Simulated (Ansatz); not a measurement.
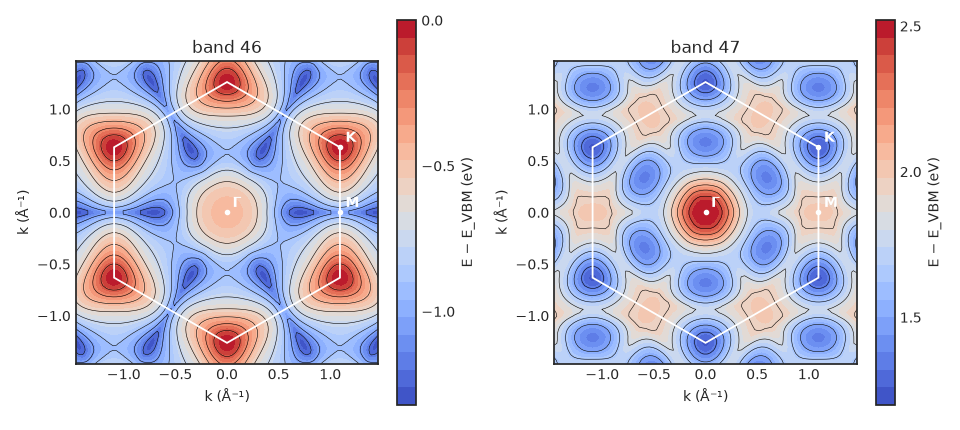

Two bands of a WSe2 monolayer (space group of the slab cell P-6m2) over the plane of the sheet: the highest mostly filled and the lowest mostly empty one.

Level of theory: DFT PBE, spin-orbit coupling, plane waves, PAW; levels and slopes on a dense k mesh at the converged density in Ansatz. Non-magnetic. k mesh for the levels: 48×48×1. Unrelaxed database geometry. The cell comes from a database of computed structures, not from a measurement.

> Give both levels and their distance at the named points.

```csv
point,lower band (eV),upper band (eV),distance (eV)
Γ,−0.45,2.51,2.96
K,0.00,1.24,1.24
M,−1.06,2.02,3.08
```

> Where are the band edges of the whole zone?

The valence band has two equivalent maxima at K, mass 0.34 mₑ in all directions; the conduction band has two equivalent minima at K, mass 0.38 mₑ in all directions. The gap is direct, 1.24 eV at this level of theory (semilocal functionals give gaps that are too small, and can reorder valleys that lie close).
